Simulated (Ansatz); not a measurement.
System: CoSi₂, space group Fm-3m (No. 225).

Starting cell:
```yaml
crystal:
  lattice:
    - [0.00000, 2.65625, 2.65625]
    - [2.65625, 0.00000, 2.65625]
    - [2.65625, 2.65625, 0.00000]
  atoms:
    - { symbol: Co, position: [0.00000, 0.00000, 0.00000] }
    - { symbol: Si, position: [0.25000, 0.25000, 0.25000] }
    - { symbol: Si, position: [0.75000, 0.75000, 0.75000] }
```

Calculation (Ansatz 0.2.0): biaxial strain in the xy plane and strain along z of a crystal, fractional coordinates fixed, by plane-wave density functional theory with PAW datasets, free energies less that of the undisturbed cell. Level: PBEsol, no spin polarisation.

- wave cutoff: 420 eV
- k mesh: 16×16×16
- occupations: Gaussian
- smearing width: 0.15 eV
- k shift: (0, 0, 0) (mesh steps)
- start: relaxed

Describe the result: the map of the energy change over strain zz and strain xx = yy. The grid: strain zz −0.05, −0.025, 0, 0.025, 0.05 ; strain xx = yy −0.05, −0.025, 0, 0.025, 0.05.

At the origin the energy is lower than all eight neighbouring grid points, so a minimum lies at or close to the given structure. The energy change is least, 0 meV/atom, at strain zz of 0 and strain xx = yy of 0, and largest, 203 meV/atom, at strain zz of −0.05 and strain xx = yy of −0.05. Near the origin the softest direction lies along strain zz, turned by about 24° so that strain xx = yy takes the opposite sign; the curvature across the valley is 8.2 times that along it.

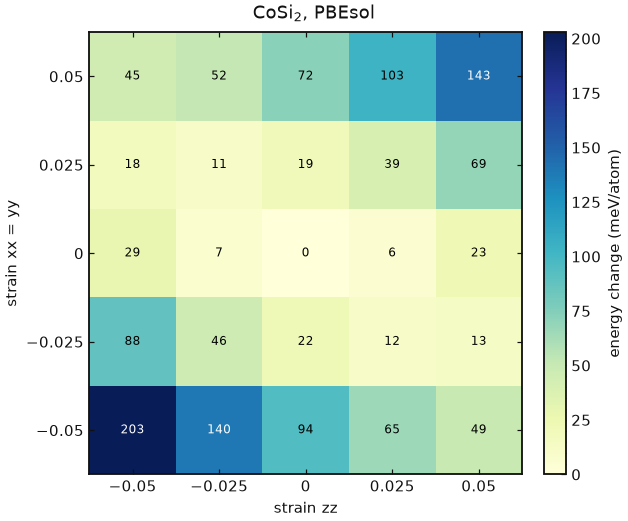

Caveats: no spin polarisation, a magnetic state may lie lower.
